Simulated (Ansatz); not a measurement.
# ZnO with one Zn vacancy: vacancy hop, part 2 of 3

Aim: the minimum-energy path and barrier of the vacancy hop. The ends are relaxed first, then joined by a nudged elastic band. Host space group P6_3mc.

Ansatz 0.2.0; DFT PBEsol, plane waves, PAW, scalar-relativistic, no spin polarisation. The steps go on from the part before.

## Step 8: The band, image by image

Images 0 and 6 are the ends. Energies count from image 0; the path length is the program's own measure over all atoms.

| image | path (Å) | energy (eV) | Zn10 x y z (Å) | band force (eV/Å) |
| --- | --- | --- | --- | --- |
| 0 | 0.000 | 0.0000 | 1.62 -0.90 0.04 | - |
| 1 | 0.555 | 0.5098 | 1.64 -0.80 -0.44 | 0.005 |
| 2 | 1.109 | 0.4889 | 1.64 -0.67 -0.90 | 0.018 |
| 3 | 1.664 | 0.8378 | 1.57 -0.37 -1.26 | 0.034 |
| 4* | 2.219 | 1.1353 | 1.54 0.00 -1.67 | 0.025 |
| 5 | 2.958 | 0.6065 | 1.57 0.48 -2.19 | 0.036 |
| 6 | 3.697 | 0.0000 | 1.62 0.90 -2.58 | - |

The star marks the climbing image.

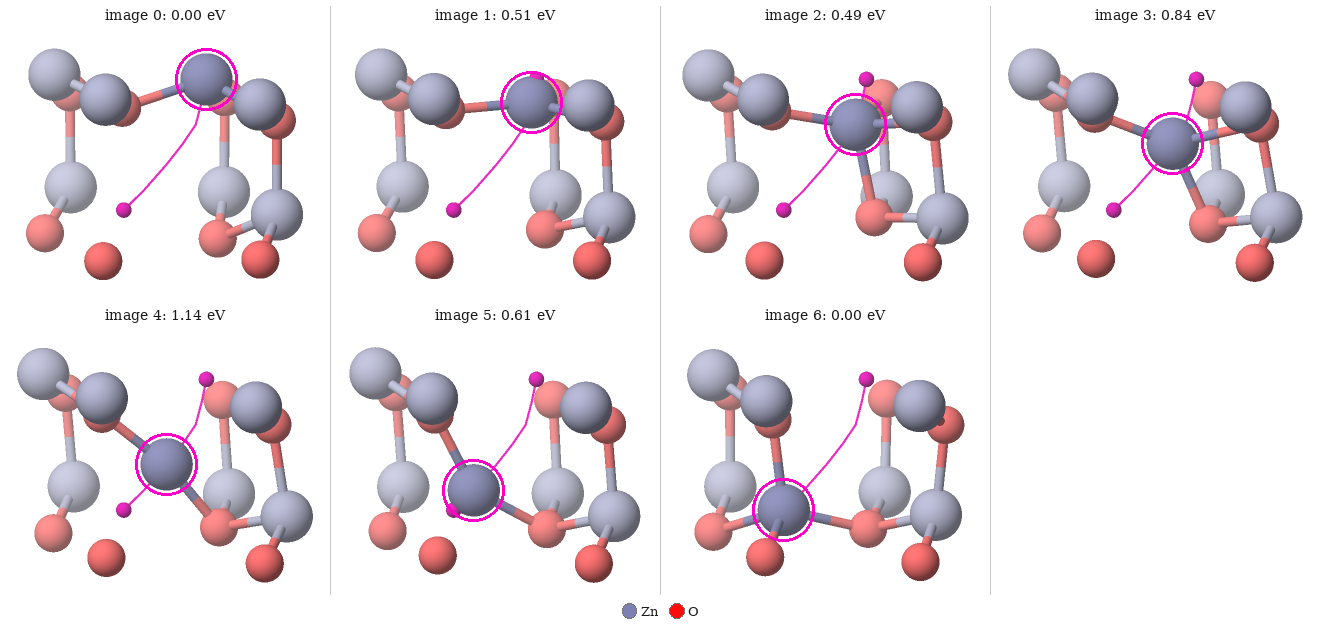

Snapshots along the band, viewed slightly off an axis. Ringed: Zn10. The magenta line is the track of the ringed atom over the whole band, with dots at its ends. Each atom of the cell is drawn once, at one copy chosen for all pictures, so bonds across the cell's faces may be missing; the others are paled. Sticks join atoms closer than a bonding distance in each image.

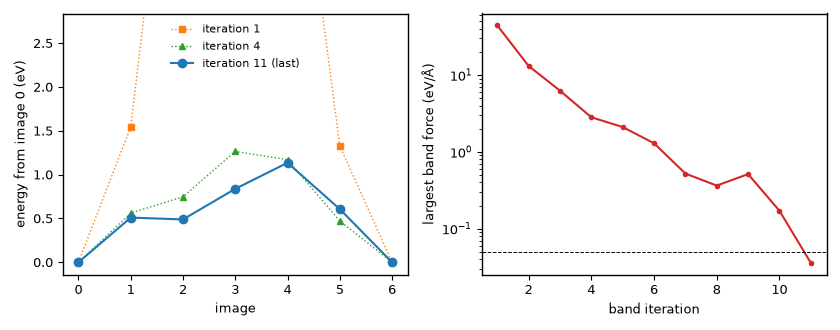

Left: energy of each image for early iterations and the last one (lines only join the points; early values far above the last band run off the scale). Right: the largest band force by iteration, with the threshold dashed.

How the highest energy settled:

| iteration | highest image above image 0 (eV) | largest band force (eV/Å) |
| --- | --- | --- |
| 1 | 10.2142 | 44.466 |
| 2 | 3.0634 | 13.199 |
| 3 | 1.7753 | 6.275 |
| 4 | 1.2645 | 2.826 |
| 5 | 1.1641 | 2.110 |
| 6 | 1.0766 | 1.295 |
| 7 | 1.0665 | 0.522 |
| 8 | 1.0629 | 0.364 |
| 9 | 1.1350 | 0.513 |
| 10 | 1.1363 | 0.171 |
| 11 | 1.1353 | 0.036 |

Positions of all images (Å):

```xyz
15
Lattice="-3.237 -5.607 0.000 4.856 -2.804 0.000 0.000 0.000 5.222" Properties=species:S:1:pos:R:3 pbc="T T T" image=0 dE=0.0000
Zn    1.607   -4.679    2.611
Zn   -0.023   -3.752    0.038
O     1.623   -4.665    4.584
O     0.179   -3.619    1.934
Zn    0.008   -1.868    2.645
Zn    3.230   -3.729    0.022
O    -0.001   -1.863    4.606
O     3.265   -3.749    2.007
Zn    3.242   -1.848    2.611
Zn    1.624   -0.899    0.038
O     3.238   -1.869    4.584
O     1.609   -1.140    1.934
Zn    1.649   -6.554    0.016
O    -1.612   -4.671    4.770
O     1.432   -6.429    1.915
15
Lattice="-3.237 -5.607 0.000 4.856 -2.804 0.000 0.000 0.000 5.222" Properties=species:S:1:pos:R:3 pbc="T T T" image=1 dE=0.5098
Zn    1.591   -4.716    2.625
Zn    0.005   -3.692    0.040
O     1.615   -4.633    4.587
O     0.168   -3.654    1.937
Zn   -0.024   -1.907    2.594
Zn    3.223   -3.697    0.004
O    -0.016   -1.822    4.591
O     3.235   -3.777    1.990
Zn    3.249   -1.885    2.540
Zn    1.636   -0.798   -0.437
O     3.269   -1.848    4.568
O     1.599   -1.076    2.127
Zn    1.645   -6.518    0.032
O    -1.597   -4.544    4.725
O     1.467   -6.466    1.931
15
Lattice="-3.237 -5.607 0.000 4.856 -2.804 0.000 0.000 0.000 5.222" Properties=species:S:1:pos:R:3 pbc="T T T" image=2 dE=0.4889
Zn    1.586   -4.723    2.613
Zn    0.027   -3.642    0.021
O     1.613   -4.604    4.566
O     0.156   -3.684    1.915
Zn   -0.076   -1.960    2.575
Zn    3.224   -3.660   -0.030
O    -0.018   -1.781    4.581
O     3.226   -3.791    1.956
Zn    3.290   -1.923    2.508
Zn    1.637   -0.668   -0.897
O     3.278   -1.810    4.559
O     1.597   -1.063    2.384
Zn    1.630   -6.490    0.021
O    -1.591   -4.462    4.704
O     1.483   -6.472    1.917
15
Lattice="-3.237 -5.607 0.000 4.856 -2.804 0.000 0.000 0.000 5.222" Properties=species:S:1:pos:R:3 pbc="T T T" image=3 dE=0.8378
Zn    1.597   -4.752    2.631
Zn    0.067   -3.565    0.041
O     1.613   -4.575    4.581
O     0.126   -3.756    1.932
Zn   -0.097   -2.034    2.599
Zn    3.247   -3.638   -0.035
O     0.016   -1.721    4.544
O     3.229   -3.833    1.942
Zn    3.291   -1.972    2.537
Zn    1.574   -0.367   -1.264
O     3.310   -1.806    4.518
O     1.585   -1.140    2.245
Zn    1.586   -6.459    0.052
O    -1.586   -4.301    4.662
O     1.497   -6.513    1.949
15
Lattice="-3.237 -5.607 0.000 4.856 -2.804 0.000 0.000 0.000 5.222" Properties=species:S:1:pos:R:3 pbc="T T T" image=4 dE=1.1353
Zn    1.605   -4.745    2.626
Zn    0.076   -3.544    0.050
O     1.604   -4.564    4.583
O     0.106   -3.776    1.936
Zn   -0.101   -2.043    2.616
Zn    3.265   -3.657   -0.043
O    -0.018   -1.758    4.527
O     3.230   -3.834    1.928
Zn    3.275   -1.969    2.554
Zn    1.543   -0.003   -1.670
O     3.400   -1.872    4.500
O     1.575   -1.157    2.173
Zn    1.571   -6.445    0.063
O    -1.591   -4.240    4.664
O     1.512   -6.525    1.965
15
Lattice="-3.237 -5.607 0.000 4.856 -2.804 0.000 0.000 0.000 5.222" Properties=species:S:1:pos:R:3 pbc="T T T" image=5 dE=0.6065
Zn    1.615   -4.738    2.616
Zn    0.048   -3.583    0.064
O     1.599   -4.571    4.596
O     0.005   -3.833    1.993
Zn   -0.060   -2.001    2.616
Zn    3.269   -3.656   -0.048
O    -0.083   -1.839    4.530
O     3.229   -3.813    1.924
Zn    3.249   -1.934    2.574
Zn    1.572    0.483   -2.189
O     3.426   -1.893    4.499
O     1.580   -1.112    2.137
Zn    1.585   -6.456    0.052
O    -1.596   -4.298    4.647
O     1.610   -6.589    1.999
15
Lattice="-3.237 -5.607 0.000 4.856 -2.804 0.000 0.000 0.000 5.222" Properties=species:S:1:pos:R:3 pbc="T T T" image=6 dE=0.0000
Zn    1.628   -4.678    2.624
Zn   -0.006   -3.735    0.025
O     1.593   -4.658    4.608
O     0.004   -3.740    1.985
Zn    0.025   -1.851    2.639
Zn    3.251   -3.727   -0.010
O    -0.177   -1.985    4.534
O     3.234   -3.742    1.963
Zn    3.208   -1.852    2.616
Zn    1.615    0.904   -2.583
O     3.427   -1.978    4.516
O     1.613   -0.931    2.148
Zn    1.616   -6.559   -0.010
O    -1.607   -4.462    4.534
O     1.620   -6.537    1.963
```

(Continued in part 3 of 3.)
